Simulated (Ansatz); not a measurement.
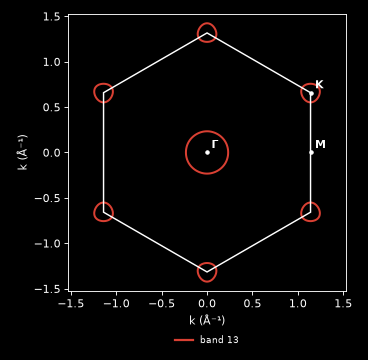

Constant-energy contours of a WS₂ monolayer (space group of the slab cell P-6m2), 0.10 eV below the valence-band maximum (one colour a band).

The calculation used DFT PBE, scalar-relativistic, plane waves, PAW; levels and slopes on a dense k mesh at the converged density (Ansatz 0.2.0). No spin polarisation. Mesh 72×72×1, interpolated with the band slopes. The geometry was not relaxed. The cell comes from a database of computed structures, not from a measurement.

Masses come from a second pass at points close to the extrema; at the energies drawn a band may no longer be parabolic.

Describe the band extrema that these surfaces surround.

Band 13 forms the valence edge. Within this energy: one maximum at Γ, mass 2.61 mₑ in all directions; two equivalent maxima at K, 0.01 eV below the edge, mass 0.40 mₑ in all directions.

And the gap?

The gap is indirect, 1.78 eV at this level of theory, which underestimates gaps and can reorder valleys that lie close. It is nearly direct: the smallest vertical gap, at K, is only 1.79 eV, so the kind of gap isn't settled at this level. Another valley lies within 0.05 eV of an edge, so the kind of gap can change with the cell or the functional.

Spin-orbit coupling, left out here, can change the gap, its kind, the place of the band edges and the masses, since the compound holds W.
